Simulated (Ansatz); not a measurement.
Consider Be.

```
Be
1.0
     2.25325    0.00000    0.00000
    -1.12662    1.95137    0.00000
     0.00000    0.00000    3.53280
Be
2
Direct
  0.66667 0.33333 0.75000
  0.33333 0.66667 0.25000
```

Space group P6₃/mmc.

Computed with Kohn-Sham DFT of a periodic cell, PBEsol with D4, Ansatz PAW (Ansatz).

Q: Predict the valence pseudo-density and electron localisation function between the atoms.

A: Be–Be (2.19 Å): the density is about 0.28 e/Å³ at the midpoint; the ELF peaks at about 0.65 between the atoms.
The ELF has a maximum of about 0.75 in the space between the atoms, on no atom or two-centre bond.

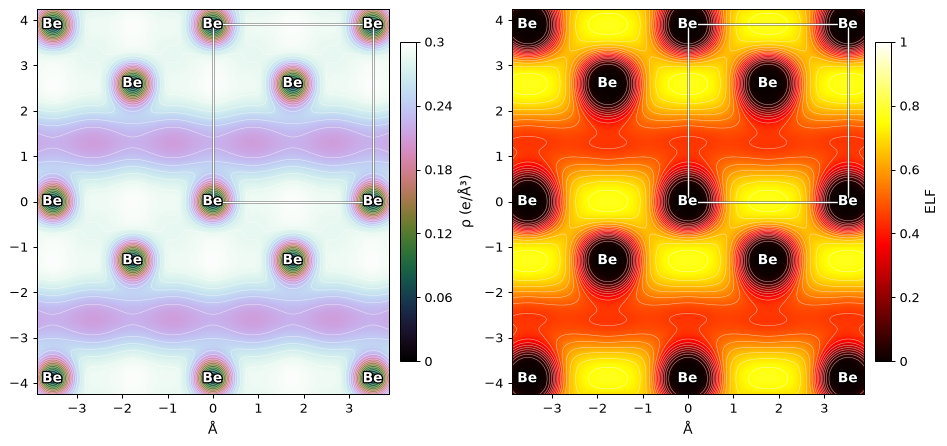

Computed valence pseudo-density and electron localisation function on the (110) plane of the conventional cell, in this order. 

Core electrons are frozen (PAW), and the valence fields are smoothed inside the atomic spheres.
